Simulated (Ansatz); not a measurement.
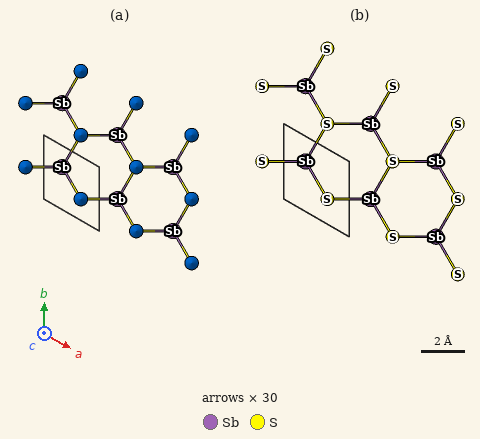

The structure of solid SbS2 (a generated structure, set up in P-6m2) (coarse preliminary run) before (left) and after (right) a relaxation, at one scale. The blue arrows give the displacements (the part carried along by the change of the cell is left out), magnified 30 times.

The picture is a ball-and-stick view of the cell of the calculation, repeated 3 × 2 × 1 with one cell outlined, seen along the c axis.

Case: W → Sb on all its sites, cell and atoms relaxed.

Method: Ansatz 0.2.0, DFT PBEsol, scalar-relativistic, plane waves, PAW.

Input file:
```yaml
crystal:
  lattice:
    - [3.0156052484, 0.0, 0.0]
    - [-1.5078026242, 2.6115907529, 0.0]
    - [0.0, 0.0, 16.2518951915]
  atoms:
    - { symbol: Sb, position: [0.3333333333, 0.6666666667, 0.0] }
    - { symbol: S, position: [0.6666666667, 0.3333333333, 0.907576148] }
    - { symbol: S, position: [0.6666666667, 0.3333333333, 0.092423852] }
basis:
  ecutwfc: 420
kpoints:
  mp_grid: { grid: [6, 6, 2] }
hamiltonian:
  xc: pbesol
scf:
  occupations: { method: gaussian, width: 0.1 }
output:
  forces: true
  stress: true
  eigenvalues: true
relax:
  adjacent_minimum: "off"
  f_tol: 0.05
  max_steps: 60
  cell: { stress_tol: 0.5 }
```

Run as
```bash
ansatz run input.yaml --threads 1 --pin off --max-ram 2560MiB --backend cpu --events-out ev --progress --plain --runs-dir out
```

Summarise the run.

The energy falls by 4.135 eV per cell of the calculation in 5 accepted moves (6 points after the start). Largest force component: 7.7 eV/Å at the start, 0.0068 eV/Å at the end. The pressure goes from 26.86 to 0.29 GPa. At 1 point the geometry stayed and the basis and grid were re-selected for the new cell (energy shift of 42.0 meV per cell of the calculation at most each time). The largest moves relative to the cell, 0.16 Å, are those of S2 and S3. S3 goes along +c. Sb stays in place. The volume changes by +41.1 %, with a = b 3.016 → 3.550 Å (+17.7 %), c 16.252 → 16.543 Å (+1.8 %). Some distances before and after: Sb1–S2 2.299 → 2.654 Å. Bond angles that change, for instance: S2–Sb1–S3 81.6° → 78.9°. The space group stays P-6m2 (No. 187). The run took 29 s on 1 thread of Arm Neoverse V2, on a shared host, peak memory 0.37 GiB.

Limits of the set-up: layers or molecules are held without a dispersion correction, so their spacing is unreliable.
